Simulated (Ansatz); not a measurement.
The Ansatz input:

```
crystal:
  lattice:
    - [4.6660155488, 0.0, 0.0]
    - [0.0, 4.6660155488, 0.0]
    - [0.0, 0.0, 4.6660155488]
  atoms:
    - { symbol: Cs, position: [0.0, 0.0, 0.0] }
    - { symbol: I, position: [0.5, 0.5, 0.5] }
basis:
  ecutwfc: 420
kpoints:
  mp_grid: { grid: [4, 4, 4] }
  band_path:
    path:
      - [[0.0, 0.0, 0.0], [0.0, 0.5, 0.0], [0.5, 0.5, 0.0], [0.0, 0.0, 0.0], [0.5, 0.5, 0.5], [0.0, 0.5, 0.0]]
      - [[0.5, 0.5, 0.5], [0.5, 0.5, 0.0]]
    npoints: 4
hamiltonian:
  xc: hse06
scf:
  occupations: { method: gaussian, width: 0.02 }
output:
  forces: true
  stress: true
  eigenvalues: true
  populations: true
  dos: { projected: true, de: 0.02 }
  bader: false
  write_density: true
  write_potential: true
  elf: true
  volumetric_format: npy
```

Command:
```bash
ansatz run input.yaml --threads 2 --pin off --max-ram 5120MiB --backend cpu --events-out ev --progress --plain --runs-dir out
```

What will the density of states look like?

There is a gap; over the k points computed it is 4.67 eV. By projected weight, the top eV of the valence band is I 5p almost alone. The upper group of valence states starts about 1.4 eV under the valence-band top (which lies at −2.3 eV on this axis), with a gap beneath it; it holds about 6 electrons a cell.

Spin-orbit coupling is left out, which matters for I.

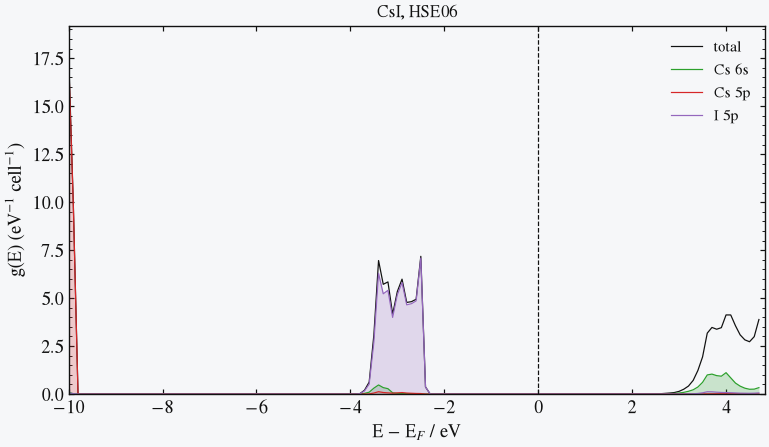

Density of states. Energies are counted from the Fermi level. The partial curves are projected on Löwdin-orthogonalised atomic shells; they sum to less than the total at higher energies, where shells without a projector contribute.
